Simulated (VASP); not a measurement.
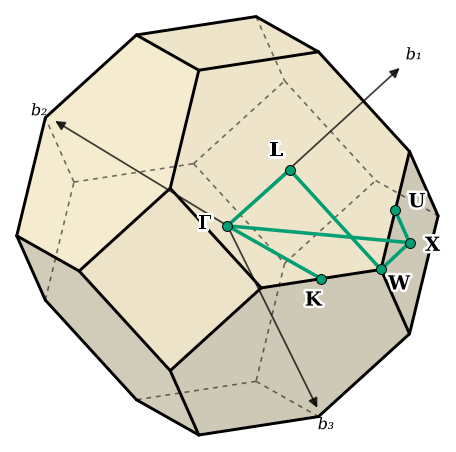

The first Brillouin zone and its special points. Crystal: BN, coordinates from a relaxation with VASP Kohn-Sham DFT of a periodic cell, PBE, VASP PAW PBE potentials, soft in VASP 6.6.1. The drawing is computed from the coordinates (standard cell, symmetry found to 0.002 Å).

Space group F-43m (No. 216); a = 3.626 Å, b = 3.626 Å, c = 3.626 Å, α = 90.00°, β = 90.00°, γ = 90.00°.

Labels and path follow the convention of Hinuma et al. (2017), as computed by seekpath; the arrows show the directions of the reciprocal primitive vectors b₁, b₂, b₃, in which coordinates are given; lengths include the factor 2π.

> List the special points with their coordinates and distances from Γ.

```tsv
point	k₁	k₂	k₃	length of k (1/Å)
Γ	0	0	0	0.000
X	1/2	0	1/2	1.733
L	1/2	1/2	1/2	1.501
W	1/2	1/4	3/4	1.937
K	3/8	3/8	3/4	1.838
U	5/8	1/4	5/8	1.838
```

> What is the zone's volume?

(2π)³ over the primitive cell's volume of 11.92 Å³: 20.8 Å⁻³.
